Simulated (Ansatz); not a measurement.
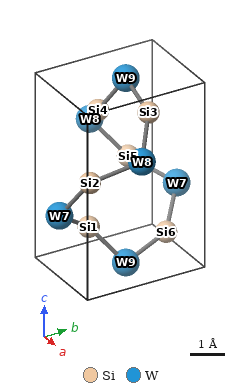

This is the input geometry for a relaxation of a crystal of Si$_{2}$W (built on the quartz_152 type) (coarse preliminary run). Style: ball-and-stick. Shown: the cell of the calculation, slightly off an axis.

Case: quartz type (P3_121, No. 152).

The calculation used DFT PBE, scalar-relativistic, plane waves, PAW (Ansatz 0.2.0).

Input file:
```yaml
crystal:
  lattice:
    - [5.2422917671, 0.0, 0.0]
    - [-2.6211458836, 4.5399578443, 0.0]
    - [0.0, 0.0, 5.7672692887]
  atoms:
    - { symbol: Si, position: [0.415, 0.272, 0.213] }
    - { symbol: Si, position: [0.728, 0.143, 0.5463333333] }
    - { symbol: Si, position: [0.857, 0.585, 0.8796666667] }
    - { symbol: Si, position: [0.272, 0.415, 0.787] }
    - { symbol: Si, position: [0.143, 0.728, 0.4536666667] }
    - { symbol: Si, position: [0.585, 0.857, 0.1203333333] }
    - { symbol: W, position: [0.465, 0.0, 0.3333333333] }
    - { symbol: W, position: [0.0, 0.465, 0.6666666667] }
    - { symbol: W, position: [0.535, 0.535, 0.0] }
basis:
  ecutwfc: 420
kpoints:
  mp_grid: { grid: [6, 6, 4] }
hamiltonian:
  xc: pbe
scf:
  occupations: { method: gaussian, width: 0.1 }
  lower_state_search: "off"
output:
  forces: true
  stress: true
  eigenvalues: true
relax:
  adjacent_minimum: "off"
  f_tol: 0.04
  max_steps: 70
  cell: { stress_tol: 0.4 }
```

Command:
```bash
ansatz run input.yaml --threads 1 --pin off --max-ram 2560MiB --backend cpu --events-out ev --progress --plain --runs-dir out
```

Where does the relaxation end?

The energy falls by 9885 meV per atom in 12 accepted moves (13 points after the start). The largest force component goes from 13 to 0.011 eV/Å. Pressure: 208.64 GPa at the start and 0.00 GPa at the end. The SCF was repeated once at an unchanged geometry on a basis and grid sized afresh for the cell, which shifted the energy by 0.9 meV per atom at most. The largest moves relative to the cell, 1.53 Å, are those of Si1, Si2, Si3, Si4, Si5 and Si6. Si6 goes roughly along [2 3 −1]. By element the largest moves are Si 1.53 Å, W 0.16 Å. Cell: a = b 5.242 → 4.616 Å (−11.9 %), c 5.767 → 6.641 Å (+15.2 %). Volume −10.7 %. Some distances before and after: Si1–W7 4.496 → 2.653 Å, Si1–Si4 2.779 → 4.617 Å, Si1–Si2 2.820 → 4.569 Å, Si1–Si6 2.784 → 4.178 Å. New bonds form: Si1–W7 (3.76 → 2.69 Å), Si1–W7 (4.50 → 2.65 Å), Si1–W8 (3.85 → 2.59 Å), Si2–W8 (3.76 → 2.69 Å). Bond angles that change, for instance: W7–Si2–W8 144.0° → 75.2°, Si2–W8–Si4 110.9° → 59.1°, Si3–W8–Si5 108.3° → 126.1°. The space group (tolerance 0.01 Å) goes from P3_121 (No. 152) to P6_422 (No. 181).

History of the run:

```csv
step,"E − E(0), meV/atom","largest force component, eV/Å","pressure, GPa","volume, Å³/atom",note
0,0.00,13.4514,208.64,15.251,
1,-3269.15,10.8931,127.61,17.539,
2,-6153.41,7.7321,64.49,19.934,
3,-7651.41,4.1500,24.75,21.650,
4,-8283.58,1.9115,1.74,22.405,
5,-8555.43,0.6467,-8.24,21.830,
6,-8790.90,1.0226,-11.58,20.046,
7,-9120.53,1.2273,-13.94,18.330,
8,-9417.24,0.9304,-12.23,16.589,
9,-9624.97,1.6246,-6.25,15.071,
10,-9808.75,1.8529,1.93,13.763,
11,-9882.46,0.2054,-0.12,13.622,
12,-9884.38,0.0109,-0.06,13.616,
13,-9885.24,0.0109,0.00,13.616,"same geometry, new basis"
```

Final geometry:

```xyz
9
Lattice="4.6159 0.0000 0.0000 -2.3080 3.9975 0.0000 0.0000 0.0000 6.6415" Properties=species:S:1:pos:R:3 pbc="T T T"
Si    0.0002    1.3089    2.2139
Si    1.1743    3.3432    4.4277
Si   -1.1745    3.3428    0.0001
Si    1.1334    0.6547    4.4276
Si    2.3082    2.6886    2.2138
Si    3.4822    0.6543    6.6414
W     0.0002    3.9975    2.2138
W     3.4618    1.9989    4.4276
W     1.1539    1.9986    0.0000
```

After the run, drawn alike:

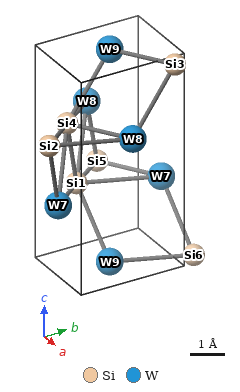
